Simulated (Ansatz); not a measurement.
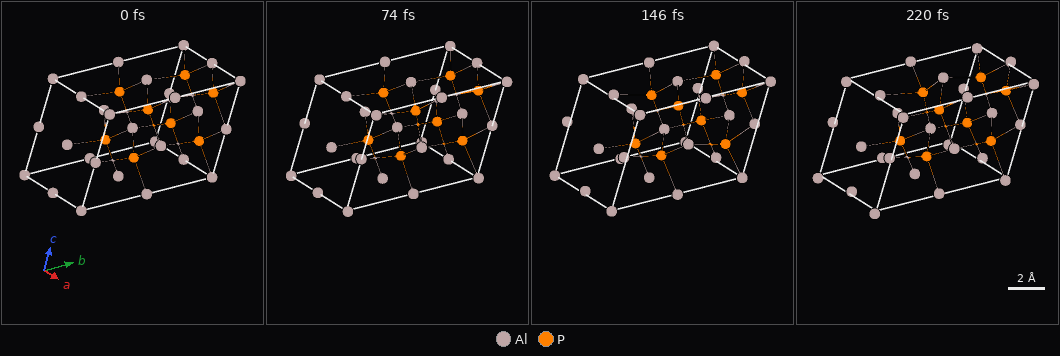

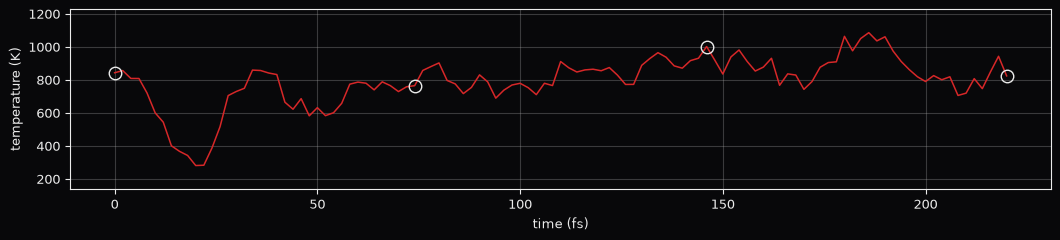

Molecular dynamics of a 16-atom cell of AlP (set up in F-43m), 220 fs long. The cell was cut from the crystal with space group F-43m. Frames and the history of the run. The picture is a ball-and-stick view of the reduced simulation cell, seen slightly off an axis. Bonds to atoms that aren't drawn are left out. Lengths and directions refer to the drawn axes.

The calculation used DFT PBEsol, scalar-relativistic, plane waves, PAW (Ansatz). Settings: plane-wave cutoff 420 eV; k-point mesh 2 × 2 × 2; Fermi-Dirac smearing 0.1 eV; low-accuracy preset; Langevin thermostat (NVT); set temperature 900 K; time step 2 fs; friction 0.02 per fs.

What do the frames and curves show?

Root-mean-square distances from the starting positions over the second half, with the common drift of all atoms taken out: Al 0.26 Å, P 0.26 Å. That is small against the typical shortest distance between atoms in the first frame, about 2.4 Å: the atoms vibrate about their sites and the arrangement holds. The mean temperature in the second half is 882 K (standard deviation 87 K). The potential energy is still drifting at the end, so the run hasn't reached equilibrium. The potential energy in the second half lies on average 111 meV per atom above the first frame.

Limits of the set-up: the program's low-accuracy preset was used.

Cost: 8.1 min on 1 thread of Arm Neoverse V2 (shared host), peak memory 0.64 GiB.
